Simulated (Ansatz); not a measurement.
Si$_{216}$Fe: several calculations on one system

Part 1: Relaxation

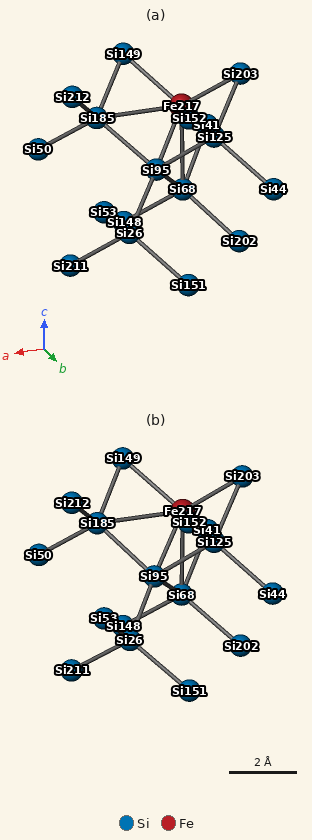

The structure of a defect cell of composition Si$_{216}$Fe (cell charge +1) before (top) and after (bottom) a relaxation, at one scale.

Style: ball-and-stick. Shown: the atoms within 4.2 Å of the atom that moves most (axes of the cell of the calculation), from a free direction.

Method: DFT, PBEsol, PAW, plane waves in Ansatz 0.2.0. Set-up: plane-wave cutoff 420 eV; k-point mesh 1 × 1 × 1; mesh shifted by (0.25, 0.25, 0.25); collinear spin; atoms relaxed in a fixed cell; force threshold 0.03 eV/Å; at most 80 steps.

Question: What changed between the two?

Answer: Si95 moves most: 0.093 Å along [2 1 −1]. By element the largest moves are Si 0.093 Å, Fe 0.049 Å. The lattice vectors keep their values. Some distances before and after: Si125–Fe217 2.690 → 2.615 Å, Si95–Fe217 2.316 → 2.391 Å, Si125–Si203 2.322 → 2.386 Å, Si149–Fe217 2.359 → 2.415 Å. Bond angles that change, for instance: Si26–Si95–Si185 107.4° → 111.6°, Si95–Si125–Si203 109.8° → 113.8°, Si125–Si95–Fe217 70.2° → 66.3°. Over 4 geometry steps the energy falls by 1.701 eV per cell of the calculation. Largest force component: 0.97 eV/Å at the start, 0.013 eV/Å at the end.

Limits of the set-up: the cell is charged, on a uniform background, and energies carry no finite-size correction.

Part 2: Relaxation

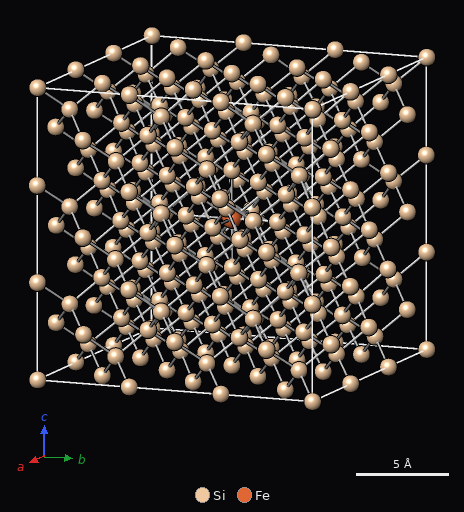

Starting structure of a defect cell of composition Si216Fe. The picture is a ball-and-stick view of the cell of the calculation, seen slightly off an axis.

Method: DFT, PBEsol, PAW, plane waves (Ansatz 0.2.0).

Set-up: plane-wave cutoff 420 eV; k-point mesh 1 × 1 × 1; mesh shifted by (0.25, 0.25, 0.25); collinear spin; atoms relaxed in a fixed cell; force threshold 0.03 eV/Å; at most 80 steps.

```
Si Fe
1.0
    16.29837    0.00000    0.00000
     0.00000   16.29837    0.00000
     0.00000    0.00000   16.29837
Si Fe
216 1
Direct
  0.99953 0.00154 0.99992
  0.00037 0.00086 0.33295
  0.00092 0.99998 0.66527
  0.99775 0.33382 0.00014
  0.99966 0.33214 0.33301
  0.99874 0.33282 0.66755
  0.99780 0.66723 0.00078
  0.99982 0.66547 0.33531
  0.99979 0.66429 0.66904
  0.33269 0.00040 0.99932
  0.33518 0.99930 0.33504
  0.33411 0.00095 0.66462
  0.33275 0.33515 0.99895
  0.33378 0.33378 0.33220
  0.33238 0.33496 0.66854
  0.33328 0.66791 0.99937
  0.33428 0.66448 0.33176
  0.33257 0.66555 0.66698
  0.66736 0.00187 0.00213
  0.66679 0.00014 0.33523
  0.66496 0.00045 0.66581
  0.66720 0.33371 0.99921
  0.66668 0.33438 0.33193
  0.66678 0.33362 0.66537
  0.66802 0.66492 0.00242
  0.66824 0.66689 0.33488
  0.66665 0.66490 0.66709
  0.08430 0.08275 0.08272
  0.08132 0.08334 0.41576
  0.08418 0.08192 0.75076
  0.08474 0.41352 0.08037
  0.08350 0.41689 0.41732
  0.08226 0.41654 0.75025
  0.08319 0.74855 0.08021
  0.08385 0.75220 0.41570
  0.08292 0.75168 0.74986
  0.41829 0.08371 0.08393
  0.41675 0.08361 0.41674
  0.41562 0.08453 0.75229
  0.41926 0.41803 0.08336
  0.41812 0.41663 0.41729
  0.41783 0.41699 0.74990
  0.41716 0.74866 0.08507
  0.41635 0.75190 0.41686
  0.41732 0.74823 0.75035
  0.75074 0.08245 0.08469
  0.75209 0.08386 0.41594
  0.75047 0.08269 0.74974
  0.75038 0.41748 0.08569
  0.75029 0.41435 0.41710
  0.75081 0.41519 0.75236
  0.74990 0.74891 0.08533
  0.75078 0.75004 0.41976
  0.74888 0.75170 0.75071
  0.16779 0.16617 0.00133
  0.16847 0.16791 0.33361
  0.16630 0.16795 0.66631
  0.16568 0.50348 0.00064
  0.16726 0.49912 0.33596
  0.16631 0.49798 0.66812
  0.16711 0.83302 0.00034
  0.16647 0.83581 0.33137
  0.16465 0.83200 0.66703
  0.49943 0.16741 0.99881
  0.50159 0.16631 0.33138
  0.50007 0.16584 0.66586
  0.50016 0.50017 0.99778
  0.49826 0.50060 0.33295
  0.49971 0.49926 0.66594
  0.50026 0.83238 0.00122
  0.49805 0.83450 0.33437
  0.50302 0.83330 0.66868
  0.83312 0.16751 0.99797
  0.83524 0.16560 0.33372
  0.83457 0.16625 0.66570
  0.83388 0.49788 0.00095
  0.83427 0.50144 0.33322
  0.83305 0.50151 0.66874
  0.83327 0.83310 0.99864
  0.83380 0.83243 0.33551
  0.83060 0.83448 0.66616
  0.25145 0.25128 0.08357
  0.25054 0.24927 0.41745
  0.24810 0.24905 0.75121
  0.24838 0.58364 0.08474
  0.25038 0.58215 0.41741
  0.25129 0.58204 0.75086
  0.24845 0.91634 0.08307
  0.24901 0.91576 0.41516
  0.25122 0.91609 0.74907
  0.58233 0.24978 0.08345
  0.58450 0.24939 0.41707
  0.58272 0.24971 0.74984
  0.58310 0.58460 0.08360
  0.58199 0.58181 0.41582
  0.58269 0.58205 0.74919
  0.58464 0.91632 0.08268
  0.58291 0.91638 0.41493
  0.58314 0.91564 0.74933
  0.91623 0.25030 0.08370
  0.91565 0.24901 0.41580
  0.91510 0.25150 0.75137
  0.91530 0.58221 0.08446
  0.91687 0.58156 0.42046
  0.91737 0.58291 0.74836
  0.91597 0.91727 0.08574
  0.91678 0.91591 0.41904
  0.91343 0.91697 0.75146
  0.16695 0.99958 0.16610
  0.16636 0.00039 0.49996
  0.16839 0.00119 0.83367
  0.16672 0.33257 0.16913
  0.16600 0.33134 0.49934
  0.16581 0.33234 0.83511
  0.16915 0.66724 0.16950
  0.16534 0.66655 0.50167
  0.16428 0.66762 0.83530
  0.49879 0.99782 0.16546
  0.49991 0.00007 0.49890
  0.49994 0.00026 0.83296
  0.50130 0.33358 0.16591
  0.49978 0.33321 0.49917
  0.50035 0.33181 0.83396
  0.49968 0.66774 0.16728
  0.50078 0.66596 0.50149
  0.50198 0.66752 0.83303
  0.83352 0.99952 0.16632
  0.83295 0.99978 0.49905
  0.83396 0.99793 0.83565
  0.83117 0.33278 0.16609
  0.83290 0.33265 0.49967
  0.83265 0.33208 0.83207
  0.83391 0.66513 0.16507
  0.83248 0.66696 0.49958
  0.83304 0.66460 0.83419
  0.25210 0.08380 0.24956
  0.25090 0.08383 0.58329
  0.24911 0.08345 0.91744
  0.25005 0.41655 0.25007
  0.24861 0.41535 0.58117
  0.25012 0.41608 0.91665
  0.25086 0.74894 0.25050
  0.24964 0.74850 0.58310
  0.24719 0.75097 0.91887
  0.58272 0.08223 0.25022
  0.58396 0.08394 0.58273
  0.58200 0.08366 0.91890
  0.58226 0.41630 0.24852
  0.58297 0.41549 0.58313
  0.58319 0.41763 0.91506
  0.58371 0.74877 0.24966
  0.58318 0.75012 0.58179
  0.58430 0.74990 0.91599
  0.91667 0.08413 0.25122
  0.91703 0.08332 0.58461
  0.91507 0.08269 0.91704
  0.91549 0.41563 0.24896
  0.91595 0.41542 0.58410
  0.91639 0.41609 0.91616
  0.91676 0.75076 0.24926
  0.91657 0.75077 0.58419
  0.91588 0.74957 0.91639
  0.99728 0.16713 0.16748
  0.00117 0.16645 0.49893
  0.00010 0.16610 0.83279
  0.99904 0.49892 0.16654
  0.00245 0.50093 0.49874
  0.00212 0.50117 0.83298
  0.99988 0.83371 0.16506
  0.00158 0.83444 0.49916
  0.00188 0.83405 0.83412
  0.33074 0.16686 0.16587
  0.33376 0.16834 0.50001
  0.33299 0.16801 0.83298
  0.33571 0.49906 0.16566
  0.33386 0.50069 0.49932
  0.33534 0.50123 0.83430
  0.33310 0.83271 0.16504
  0.33044 0.83383 0.50123
  0.33282 0.83252 0.83193
  0.66523 0.16703 0.16556
  0.66992 0.16585 0.49959
  0.66696 0.16790 0.83362
  0.66770 0.49880 0.16900
  0.66823 0.50011 0.50010
  0.66754 0.49862 0.83201
  0.66869 0.83202 0.16705
  0.66759 0.83463 0.49988
  0.66619 0.83422 0.83245
  0.08049 0.24775 0.25248
  0.08397 0.25048 0.58554
  0.08133 0.24891 0.91944
  0.08400 0.58144 0.24987
  0.08402 0.58278 0.58255
  0.08383 0.58164 0.91715
  0.08305 0.91670 0.24926
  0.08141 0.91474 0.58459
  0.08232 0.91568 0.91816
  0.41588 0.24817 0.24864
  0.41624 0.25100 0.58379
  0.41860 0.24926 0.91605
  0.41843 0.58205 0.24932
  0.41725 0.58494 0.58373
  0.41587 0.58166 0.91643
  0.41728 0.91885 0.25027
  0.41417 0.91800 0.58340
  0.41919 0.91653 0.91766
  0.75109 0.24995 0.24913
  0.75090 0.24887 0.58078
  0.74998 0.25080 0.91784
  0.75189 0.58122 0.24966
  0.74915 0.58474 0.58626
  0.74958 0.58374 0.91548
  0.74982 0.91828 0.25006
  0.74951 0.91888 0.58226
  0.75036 0.91613 0.91460
  0.50090 0.50091 0.49994
```

Predict the outcome.

The largest move is that of Si31, 0.075 Å along [−1 2 2]. Largest moves by element: Si 0.075 Å, Fe 0.027 Å. The lattice vectors keep their values. Near-neighbour distances that change, for instance: Si72–Si206 2.436 → 2.352 Å, Si95–Fe217 2.316 → 2.395 Å, Si158–Si167 2.422 → 2.352 Å, Si102–Si132 2.294 → 2.352 Å. Bond angles that change, for instance: Si31–Si58–Si141 105.4° → 109.5°, Si95–Si185–Si149 108.0° → 111.8°, Si29–Si56–Si190 105.8° → 109.5°. The energy falls by 1.694 eV per cell of the calculation in 3 geometry steps. Largest force component: 0.95 eV/Å at the start, 0.023 eV/Å at the end.

The end point in the same view:

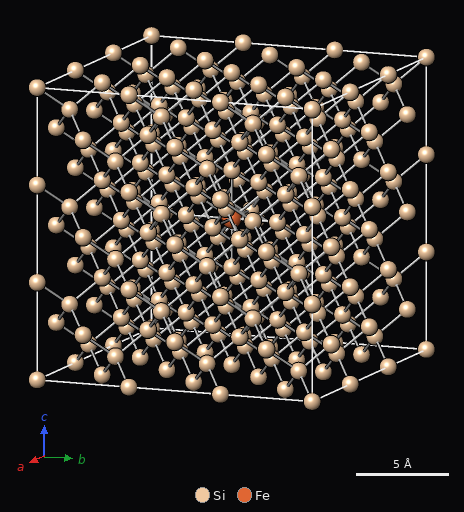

Part 3: Defect

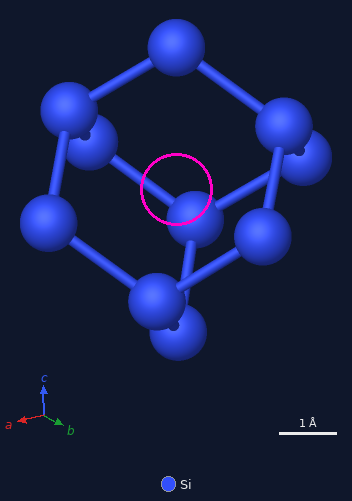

Perfect Si. A ball-and-stick model of the atoms within 3.3 Å of one point, seen from a free direction.

Method: Ansatz, DFT, PBEsol, PAW, plane waves. Set-up: plane-wave cutoff 420 eV; k-point mesh 1 × 1 × 1; mesh shifted by (0.25, 0.25, 0.25); collinear spin. Fermi-Dirac smearing of 0.01 eV. A uniform background neutralises the charged cell. The axes drawn are those of the host's conventional cell.

An extra iron atom is put between the host's atoms (an interstitial) at the ringed place, in charge state +2. The supercell has 216 sites, and the atoms are relaxed at the host's cell.

> Predict the relaxed surroundings of the defect.

The Fe atom starts with 10 Si at 2.33 to 2.74 Å around its place and ends with 10 Si at 2.39 to 2.77 Å. Of the host's atoms, a silicon atom moves furthest from its site, by 0.08 Å. The cell's net moment is 3.98 μB. Relaxing the atoms from the host's sites lowers the energy by 1.70 eV.

The relaxed defect, seen from the same direction:

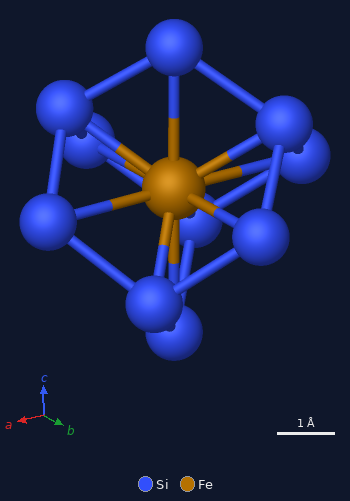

Limits of the set-up: the cell is charged, on a uniform background, and energies carry no finite-size correction.

Part 4: Defect

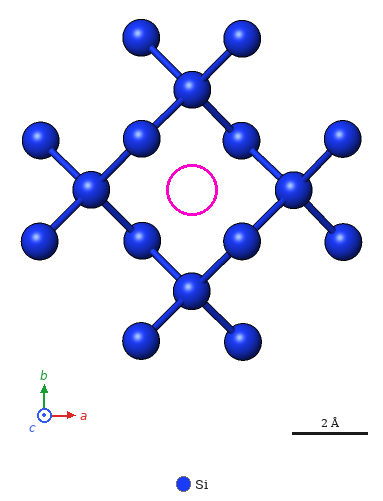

Perfect Si. The picture is a ball-and-stick view of the atoms within 4.6 Å of one point, in a slice 5.0 Å thick across the line of sight, seen along the c axis.

Computed with Ansatz, DFT, PBEsol, PAW, plane waves. (plane-wave cutoff 420 eV; k-point mesh 1 × 1 × 1; mesh shifted by (0.25, 0.25, 0.25); collinear spin) Fermi-Dirac smearing of 0.01 eV. The axes drawn are those of the host's conventional cell.

An extra iron atom is put between the host's atoms (an interstitial) at the ringed place, in charge state 0. The supercell has 216 sites, and the atoms are relaxed at the host's cell.

**How do the neighbours respond?**

The Fe atom starts with 10 Si at 2.33 to 2.74 Å around its place and ends with 10 Si at 2.38 to 2.71 Å. Of the host's atoms, a silicon atom moves furthest from its site, by 0.07 Å. The cell's net moment is 2.00 μB. Relaxing the atoms from the host's sites lowers the energy by 1.69 eV.

The relaxed defect, seen from the same direction:

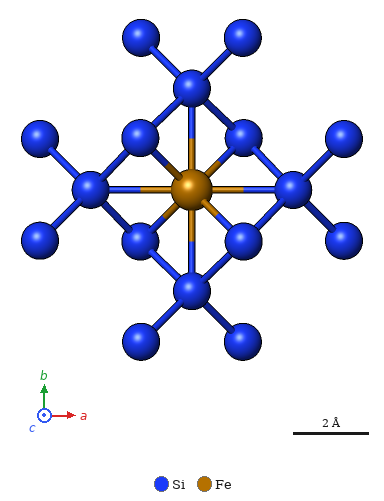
